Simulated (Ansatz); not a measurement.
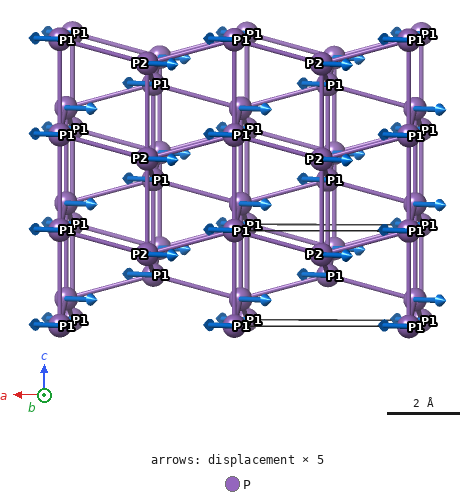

A relaxation of crystalline P (a generated structure, set up in I4_1/amd). The starting structure is drawn; blue arrows show the displacements (the part carried along by the change of the cell is left out), 5 times their true length.

A ball-and-stick model of the conventional cell (2 times the calculation's cell), repeated 2 × 1 × 3 with one cell outlined, seen from a free direction. Lengths and directions refer to the drawn axes.

Phase: beta-Sn type.

Computed with DFT, PBE, plane waves (420 eV) with PAW, scalar-relativistic (Ansatz). (plane-wave cutoff 420 eV; k-point mesh 13 × 13 × 9; occupations fermi dirac; smearing width 0.1 eV; no spin polarisation; cell and atoms relaxed; force threshold 0.01 eV/Å; at most 60 steps)

What happened in the run?

Answer. The largest moves relative to the cell, 0.27 Å, are those of P1 and P2. P2 goes along [−1 1 0]. The drawn cell changes as follows: a = b 4.892 → 5.417 Å (+10.7 %), c 2.671 → 2.613 Å (−2.2 %), α 90.0° → 76.0°, β 90.0° → 76.0°, γ 90.0° → 96.7°; the volume changes by +11.0 %. Among the contacts that change: P1–P2 2.536 → 3.328 Å, P1–P2 (another image) 2.536 → 2.242 Å, P1–P1 2.671 → 2.613 Å. Among the angles between lasting bonds that change: P1–P1–P2 105.3° → 90.0°, P1–P1–P2 74.7° → 90.0°, P2–P1–P2 94.0° → 96.8°. The space group (tolerance 0.01 Å) goes from I4_1/amd (No. 141) to Cmcm (No. 63). The energy falls by 229 meV per atom in 16 accepted moves (19 points after the start). Largest force component: 0.0079 eV/Å at the start, 0.00081 eV/Å at the end. The pressure goes from −4.93 to 0.02 GPa. The line search rejected the trial step at point 10 of the run. The SCF was repeated twice at an unchanged geometry on a basis and grid sized afresh for the cell, which shifted the energy by 8.1 meV per atom at most. The run took 3.7 min on 1 thread of Intel(R) Xeon(R) Platinum 8259CL CPU @ 2.50GHz (Skylake/Cascade Lake), with other jobs on the host, peak memory 0.62 GiB.
